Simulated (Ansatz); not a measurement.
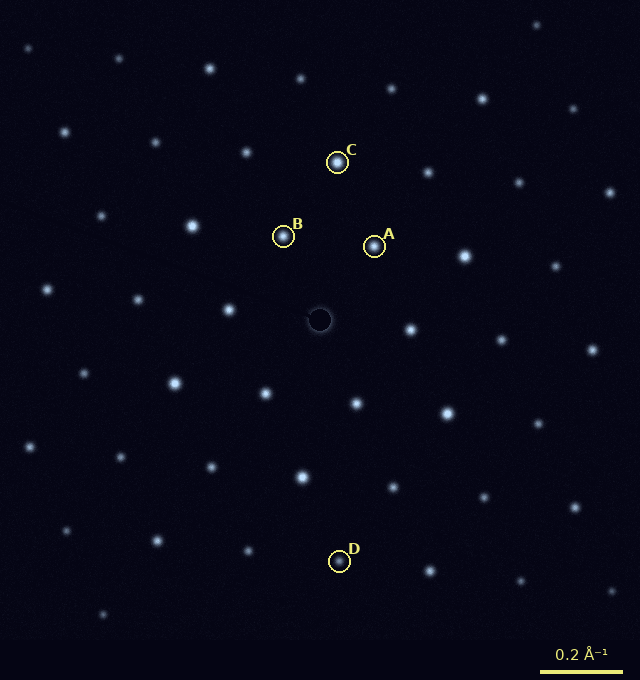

Simulated selected-area electron diffraction pattern (100 kV, kinematic approximation, thin crystal, B = 1 Å² for all atoms). The zone axis points towards the electron source and the pattern is seen from the source side.

The sample is Rb, space group P6_3/mmc (No. 194), a = 5.154 Å, c = 8.171 Å (hexagonal axes). Structure: the input geometry of an electronic-structure calculation (not necessarily at equilibrium); the starting structure was generated, so it need not be a known form of this composition.

Spot A is indexed -1 0 0 and spot B 0 -1 0.

> Give hkl for C, D.

C = A + B = -1 -1 0 (d = 2.577 Å). D = −A − 2B = 1 2 0 (d = 1.687 Å).

> Find the zone axis.

The cross product of A and B is parallel to [001]; every spot obeys hu + kv + lw = 0.
